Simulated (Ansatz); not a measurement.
System: GaN, space group F-43m (No. 216).

Starting cell:
```cif
data_structure
_symmetry_space_group_name_H-M 'P 1'
_symmetry_Int_Tables_number 1
_cell_length_a 3.1869
_cell_length_b 3.1869
_cell_length_c 3.1869
_cell_angle_alpha 60.000
_cell_angle_beta 60.000
_cell_angle_gamma 60.000
_cell_volume 22.89
loop_
_atom_site_label
_atom_site_type_symbol
_atom_site_fract_x
_atom_site_fract_y
_atom_site_fract_z
_atom_site_occupancy
Ga1 Ga 0.00000 0.00000 0.00000 1
N1 N 0.25000 0.25000 0.25000 1
```

How it was computed, with Ansatz 0.2.0: plane-wave DFT, no spin polarisation; energies at scaled volumes of the given cell, shape and fractions fixed, counted from the fit's minimum, third-order Birch-Murnaghan fit. Level: BHLYP.

```csv
setting,value
k mesh,5×5×5
occupations,Fermi–Dirac
smearing width,0.05 eV
potentials,Ansatz PAW
wave cutoff,420 eV
density cutoff,1680 eV
```

Describe the result: the energy and pressure against volume. The volume takes the values 10.76, 10.99, 11.21, 11.44, 11.67, 11.90, 12.13 Å³/atom.

A third-order Birch–Murnaghan fit gives V0 = 11.32 Å³/atom, B0 = 212 GPa and B′ = 4.2. The energy is 20.57 meV/atom at volume 10.76 Å³/atom and 33.85 meV/atom at 12.13 Å³/atom; the lowest computed point is at volume 11.21 Å³/atom (0.77 meV/atom). The pressure falls from 12.07 GPa at volume 10.76 Å³/atom to −12.57 GPa at 12.13 Å³/atom, and changes sign near 11.33 Å³/atom.

```
volume (Å³/atom)  energy (meV/atom)  pressure (GPa)
           10.76              20.57           12.07
           10.99               6.91            6.81
           11.21               0.77            2.09
           11.44               0.88           -2.16
           11.67               6.77           -6.00
           11.90              17.86           -9.45
           12.13              33.85          -12.57
```

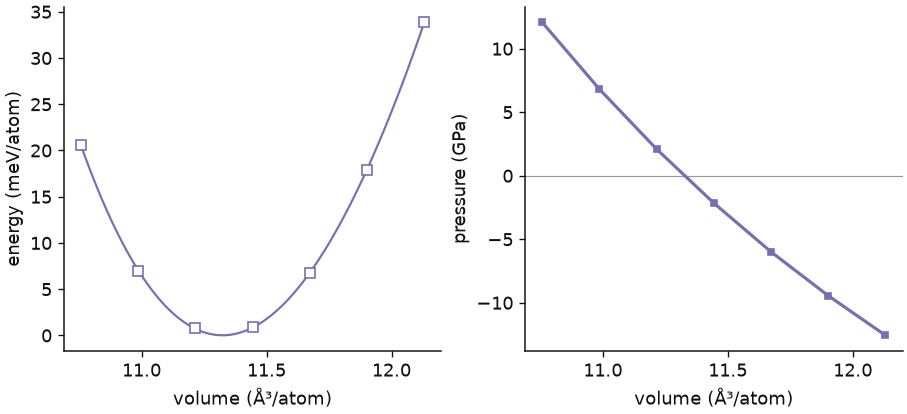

Note: coarse k mesh; the functional was run on potentials made for another functional.
